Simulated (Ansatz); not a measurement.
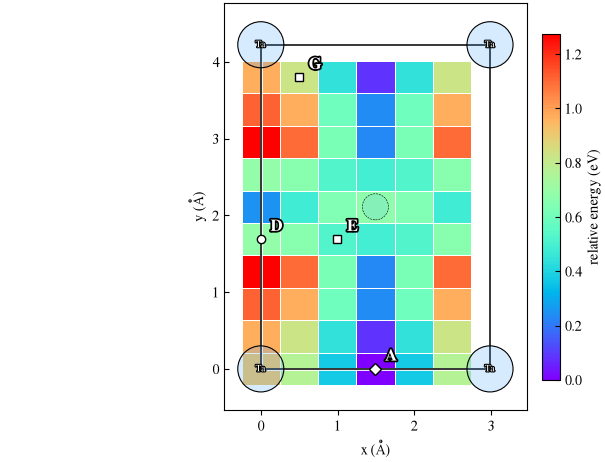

H on a Ta(110) slab cut from the Fm-3m phase, its upper half relaxed before the scan (4 atoms of substrate and one adsorbate in a 1 × 1 cell). 
- H is moved over the surface cell; relaxed at each place: the height of the adsorbate's atoms; substrate rigid; the origin of the map has the adsorbate above Ta4.
- Places are given modulo a cell vector. The map is drawn in real space over the plane of the surface.
- Grid: 6 × 10 points; 24 points were computed and 36 follow by symmetry.
- All energies are given in eV relative to the lowest grid point.
- At some places the adsorbate sinks to or below the level of the top layer. With one adsorbate in each 1 × 1 cell, its nearest image is 3.0 Å away, so neighbouring adsorbates interact.
- The calculation used Ansatz 0.2.0, DFT PBE, scalar-relativistic, plane waves, PAW. Settings: cutoff 420 eV, k-mesh 9×6×1, gaussian smearing 0.1 eV, no spin polarisation.

In the figure: one coloured cell a grid point, labelled circles for the atoms of the top layer and small ones for the second layer, the outline of one cell of the plane, lettered points.

Is E the lowest point of the computed grid?

No. E lies 0.53 eV above the lowest grid point, which is at a bridge site between two Ta atoms, (3/6, 0/10) of the cell vectors.

Rank the lettered points by energy, lowest first.

A (0.00 eV), E (0.53 eV), D (0.68 eV), G (0.83 eV).

PAW datasets: the set soft_1.
